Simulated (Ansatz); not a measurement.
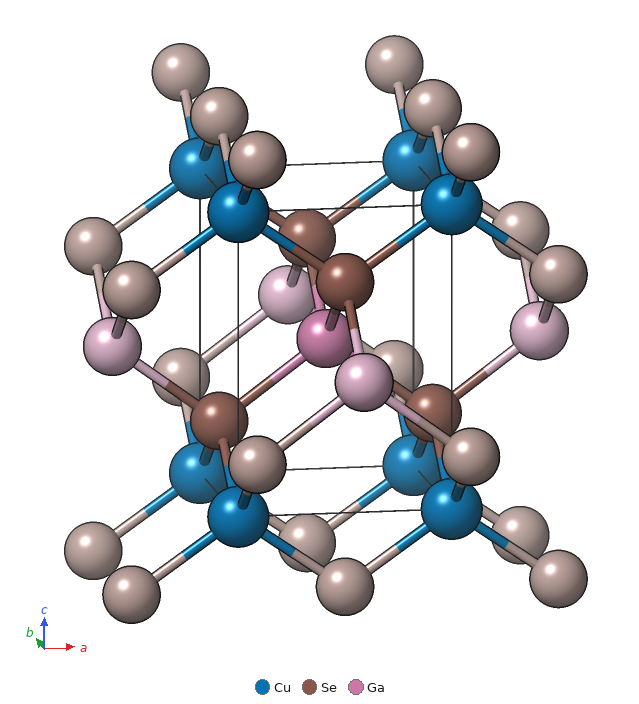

A ball-and-stick rendering, viewed slightly off an axis. Thin lines show the conventional unit cell, with boundary atoms drawn in all their periodic places. Outside the box, the atoms bonded to those within are drawn, in fainter colours.

GaCuSe$_{2}$, space group P-4m2 (No. 115), a = 3.931 Å, b = 3.931 Å, c = 5.642 Å, α = 90.00°, β = 90.00°, γ = 90.00°. The model was built from a structure type filled with these elements by a generator (whether the compound takes this form wasn't checked). Earlier steps of the study may have refined or changed the cell and positions. An electronic-structure calculation with Ansatz was run on it.

This one geometry was computed with Ansatz (DFT, plane waves, PAW) at four levels of theory: PBE0, HSE06, r2SCAN and PBE with spin-orbit coupling. It was relaxed beforehand with r2SCAN.

**Which level gives the highest pressure at this volume, and what does that say about its equilibrium volume?**

Highest: PBE with spin-orbit coupling (2.6 GPa), which points to the largest equilibrium volume. Lowest, with the smallest volume: r2SCAN (0.0 GPa). Levels within 0.5 GPa of each other can't be told apart.

**How does the band gap change with the level of theory?**

PBE with spin-orbit coupling: a gap of 0.07 eV, direct; r2SCAN: a gap of 0.23 eV, direct; HSE06: a gap of 0.97 eV, direct; PBE0: a gap of 1.61 eV, direct.

**Collect the results in a table.**

| level | cutoff (eV) | k-mesh of the run's cell | gap (eV) | pressure (GPa) |
| --- | --- | --- | --- | --- |
| PBE0 | 420 | 4×4×4 | 1.61 | 0.8 |
| HSE06 | 420 | 4×4×4 | 0.97 | 1.0 |
| r2SCAN | 500 | 6×6×4 | 0.23 | 0.0 |
| PBE with spin-orbit coupling | 420 | 6×6×4 | 0.07 | 2.6 |

Gaps are taken on the k-mesh or band path of each run.
